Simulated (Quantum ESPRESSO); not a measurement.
# LiF (Griceite): the LO frequency by hand

How high does the longitudinal optical mode of LiF (Griceite) lie, given the transverse one, the Born charge and ε∞?

Method: DFT LDA, scalar-relativistic, plane waves, PseudoDojo norm-conserving pseudopotentials, in Quantum ESPRESSO 7.5.

**1. The relaxed structure**

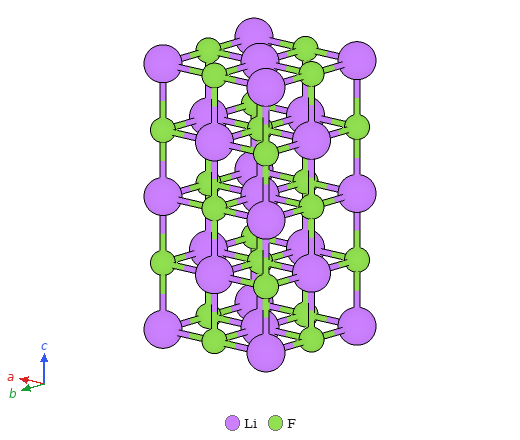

The starting structure, seen from a free direction (lithium purple, fluorine green). 1×1×2 cells are drawn. This picture shows the conventional cell, with its axes. Some periodic images of atoms are drawn too.

This is the cell after its relaxation at this level of theory, not the database cell from which that began.

**2. What the response run gave**

A linear-response run on the relaxed cell, with the response to an electric field; only its zone-centre results are used. Cutoff 92 Ry, k mesh 12×12×12.

What it wrote:

```text
[banners, grids, parts of the stress and lines that vanish by symmetry left out]
Program PHONON v.7.5
     Reading xml data from directory:

[...]
Exchange-correlation= PW
                           (   1   4   0   0   0   0   0)
[...]
(   8 q-points):
[...]
kinetic-energy cut-off    =      92.0000  Ry
     charge density cut-off    =     368.0000  Ry
     convergence threshold     =      1.0E-18
[...]
Exchange-correlation= PW
                           (   1   4   0   0   0   0   0)
[...]
q = (   0.0000000   0.0000000   0.0000000 )
     49 Sym.Ops. (with q -> -q+G )
     G cutoff =  253.7927  (  12039 G-vectors)     FFT grid: ( 32, 32, 32)
     number of k points=    72
[...]
Mode symmetry, O_h (m-3m)  point group:
[...]
Dielectric constant
[...]
End of electric fields calculation
          Dielectric constant in cartesian axis
          (       2.113800294      -0.000000000      -0.000000000 )
          (      -0.000000000       2.113800294      -0.000000000 )
          (      -0.000000000      -0.000000000       2.113800294 )
          Effective charges (d Force / dE) in cartesian axis without acoustic sum rule applied (asr)
           atom    1  Li    Mean Z*:        1.04181
      Ex  (        1.04181       -0.00000        0.00000 )
      Ey  (        0.00000        1.04181       -0.00000 )
      Ez  (       -0.00000       -0.00000        1.04181 )
           atom    2  F     Mean Z*:       -1.04178
      Ex  (       -1.04178        0.00000       -0.00000 )
      Ey  (        0.00000       -1.04178        0.00000 )
      Ez  (       -0.00000        0.00000       -1.04178 )
          Effective charges Sum: Mean:        0.00004
[...]
Effective charges (d Force / dE) in cartesian axis with asr applied:
           atom    1  Li    Mean Z*:        1.04179
[...]
atom    2  F     Mean Z*:       -1.04179
[...]
Representation #   1 modes #   1   2   3
[...]
End of self-consistent calculation
     Convergence has been achieved
     Representation #   2 modes #   4   5   6
[...]
End of self-consistent calculation
     Convergence has been achieved
[...]
Dielectric constant in cartesian axis
          (       2.113800294      -0.000000000      -0.000000000 )
          (      -0.000000000       2.113800294      -0.000000000 )
          (      -0.000000000      -0.000000000       2.113800294 )
          Effective charges (d Force / dE) in cartesian axis without acoustic sum rule applied (asr)
           atom    1  Li    Mean Z*:        1.04181
[...]
Mode symmetry, C_s (m)     point group:
[...]
q = (    0.530330086  -0.176776695   0.530330086 )
[...]
Mode symmetry, C_s (m)     point group:
     freq (   1-   1) =        241.6  [cm-1]   --> A''
     freq (   2-   2) =        289.3  [cm-1]   --> A'
     freq (   3-   3) =        352.5  [cm-1]   --> A''
     freq (   4-   4) =        361.2  [cm-1]   --> A'
     freq (   5-   5) =        382.9  [cm-1]   --> A'
     freq (   6-   6) =        531.3  [cm-1]   --> A'
[...]
Mode symmetry, C_2v (mm2)  point group:
[...]
q = (    0.353553391   0.000000000   0.353553391 )
[...]
Mode symmetry, C_2v (mm2)  point group:
     freq (   1-   1) =        227.8  [cm-1]   --> B_1  D_3  S_3
     freq (   2-   2) =        278.1  [cm-1]   --> B_2  D_4  S_4
     freq (   3-   3) =        322.8  [cm-1]   --> B_1  D_3  S_3
     freq (   4-   4) =        339.0  [cm-1]   --> A_1  D_1  S_1
     freq (   5-   5) =        392.5  [cm-1]   --> B_2  D_4  S_4
     freq (   6-   6) =        568.9  [cm-1]   --> A_1  D_1  S_1
[...]
Mode symmetry, D_4h(4/mmm) point group:
[...]
Convergence has been achieved
[...]
Convergence has been achieved
[...]
Convergence has been achieved
[...]
Convergence has been achieved
[...]
q = (    0.000000000  -0.707106781   0.000000000 )
[...]
freq (    5) =      11.387978 [THz] =     379.862056 [cm-1]
     freq (    6) =      14.537834 [THz] =     484.929955 [cm-1]
[...]
Mode symmetry, D_4h(4/mmm) point group:
     freq (   1-   2) =        253.0  [cm-1]   --> E_u  X_5' M_5'
     freq (   3-   3) =        376.7  [cm-1]   --> A_2u X_4' M_4'
     freq (   4-   5) =        379.9  [cm-1]   --> E_u  X_5' M_5'
     freq (   6-   6) =        484.9  [cm-1]   --> A_2u X_4' M_4'
[...]
Mode symmetry, D_2d (-42m) point group:
[...]
Representation #   1 mode #   1
[...]
Convergence has been achieved
     Representation #   2 mode #   2
[...]
Convergence has been achieved
     Representation #   3 modes #   3   4
[...]
End of self-consistent calculation
     Convergence has been achieved
     Representation #   4 modes #   5   6
[...]
End of self-consistent calculation
     Convergence has been achieved
[...]
q = (   -0.353553391  -0.707106781   0.000000000 )
[...]
freq (    1) =       8.708387 [THz] =     290.480529 [cm-1]
     freq (    2) =      10.010874 [THz] =     333.926812 [cm-1]
     freq (    3) =      10.010874 [THz] =     333.926812 [cm-1]
     freq (    4) =      11.971539 [THz] =     399.327570 [cm-1]
     freq (    5) =      12.844448 [THz] =     428.444680 [cm-1]
     freq (    6) =      12.844448 [THz] =     428.444680 [cm-1]
[...]
Mode symmetry, D_2d (-42m) point group:
     freq (   1-   1) =        290.5  [cm-1]   --> A_1  X_1  W_1
     freq (   2-   3) =        333.9  [cm-1]   --> E    X_5  W_3
     freq (   4-   4) =        399.3  [cm-1]   --> B_2  X_3  W_2
     freq (   5-   6) =        428.4  [cm-1]   --> E    X_5  W_3

   JOB DONE.
```

```tsv
quantity	value
cell volume Ω (Å³)	14.886
mass of Li (u)	6.940
mass of F (u)	18.998
Born charge of Li, raw (e)	1.042
Born charge of F, raw (e)	-1.042
ε∞	2.114
ω(TO) after the sum rule (cm⁻¹)	342.9
```

**3. The calculation**

The charges must sum to zero over the cell; taking off their mean, 0.000 e, leaves Z* = 1.042 e on Li. In the polar mode Li moves against F, so the reduced mass is μ = 6.94 × 19.00 / 25.94 = 5.083 u.

A longitudinal wave builds up a field that adds to the restoring force: ω(LO)² = ω(TO)² + 4π Z*² / (μ Ω ε∞), in Hartree atomic units. With μ = 9266 electron masses and Ω = 100.45 bohr³ the second term is 6.9319e-06 Ha², or 333902 cm⁻² (1 Ha = 219474.6 cm⁻¹).

So ω(LO) = √(117567 + 333902) = 671.9 cm⁻¹, and by the Lyddane-Sachs-Teller relation ε₀ = ε∞ (ω(LO)/ω(TO))² = 8.12.

**4. Check against the program**

The analysis program adds the same non-analytic term to the full matrix, here for q along (1 0 0).

What it wrote:

```text
[banner, memory and clock lines left out]
Program DYNMAT v.7.5

     Reading Dynamical Matrix from file x.dyn1
     ...Force constants read
     ...epsilon and Z* read

     Polarizability (A^3 units)
     multiply by 0.729253 for Clausius-Mossotti correction
         1.319387   -0.000000   -0.000000
        -0.000000    1.319387   -0.000000
        -0.000000   -0.000000    1.319387

     IR activities are in (D/A)^2/amu units

# mode   [cm-1]    [THz]      IR
    1     -0.00   -0.0000    0.0000
    2     -0.00   -0.0000    0.0000
    3     -0.00   -0.0000    0.0000
    4    342.88   10.2791    4.9261
    5    342.88   10.2791    4.9261
    6    671.91   20.1433    4.9261
```

ε₀ comes from the program's run without a direction of q.

```tsv
quantity	by hand	program
ω(LO) (cm⁻¹)	671.9	671.9
ε₀	8.12	8.12
```

**5. Outcome**

| Item | Value |
| --- | --- |
| TO mode | 342.9 cm⁻¹ |
| LO mode | 671.9 cm⁻¹ |
| static dielectric constant | 8.117 |

**Reading.** The LO mode of LiF (Griceite) lies at 672 cm⁻¹, 329 cm⁻¹ above the TO mode; the formula meets the program within 0.1 cm⁻¹, as it must for a cubic crystal with one polar mode. ω(LO)² − ω(TO)² goes with Z*²/ε∞: an error of 5 % in ε∞ would move the LO mode by 11.9 cm⁻¹, and semilocal functionals tend to overestimate ε∞. These are harmonic values at zero temperature, at the volume of this functional, for the structure held cubic; stability elsewhere in the zone is no part of this calculation.

[Host names and launcher messages were left out of these logs when they were recorded.]

[Logs are printed without paths, hosts, clocks, repeated set-up lines and the standing remarks that a program may print on its own settings, such as how far it seeks lower states.]

[Hosts, paths, dates, database ids (printed as entryN), source tags and the programs' standing remarks are cut or masked in the printed files.]
